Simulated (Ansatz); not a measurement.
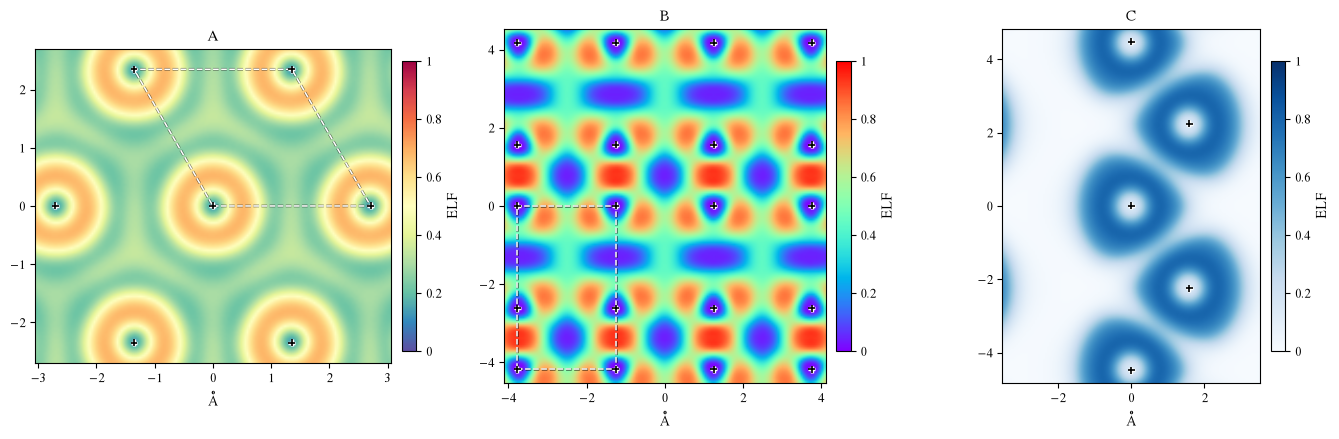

The ELF of 3 systems, each on a plane through atoms (crosses mark nuclei in the plane).

These are results of Ansatz 0.2.0, DFT, PBE, plane waves (420 eV) with PAW, scalar-relativistic, not measurements.

System 1: C, the (100) plane of the conventional cell. Space group P6₃/mmc; set up as C, lonsdaleite; changed on purpose from its base cell (volume × 1.0).

```
C
1.0
     2.51166    0.00000    0.00000
    -1.25583    2.17516    0.00000
     0.00000    0.00000    4.18023
C
4
Direct
  0.33333 0.66667 0.06273
  0.66667 0.33333 0.56273
  0.33333 0.66667 0.43727
  0.66667 0.33333 0.93727
```

System 2: Se, the (101) plane of the conventional cell. Space group Fd-3m; set up as Se, diamond; a generated structure, not necessarily the stable one; changed on purpose from its base cell (volume × 1.0).

```xyz
8
Lattice="6.3341 0.0000 0.0000 0.0000 6.3341 0.0000 0.0000 0.0000 6.3341" Properties=species:S:1:pos:R:3 pbc="T T T"
Se    4.7506    1.5835    1.5835
Se    1.5835    4.7506    1.5835
Se    1.5835    1.5835    4.7506
Se    4.7506    4.7506    4.7506
Se    3.1670    0.0000    0.0000
Se    0.0000    3.1670    0.0000
Se    0.0000    0.0000    3.1670
Se    3.1670    3.1670    3.1670
```

System 3: Ru, the (001) plane of the conventional cell. Space group P6₃/mmc; set up as Ru, dhcp; a generated structure, not necessarily the stable one; computed without spin polarisation.

```
Ru
1.0
     2.71009    0.00000    0.00000
    -1.35505    2.34701    0.00000
     0.00000    0.00000    8.70073
Ru
4
Direct
  0.00000 0.00000 0.00000
  0.00000 0.00000 0.50000
  0.33333 0.66667 0.25000
  0.66667 0.33333 0.75000
```

> Which map belongs to which system?

Panel A is system 3, Ru: the plane holds Ru. Panel B is system 1, C: the plane holds C. C–C (1.57 Å): the ELF peaks at about 0.95 between the atoms (a covalent bond). Panel C is system 2, Se: the plane holds Se. Se–Se (2.74 Å): the ELF is about 0.40 at the midpoint.
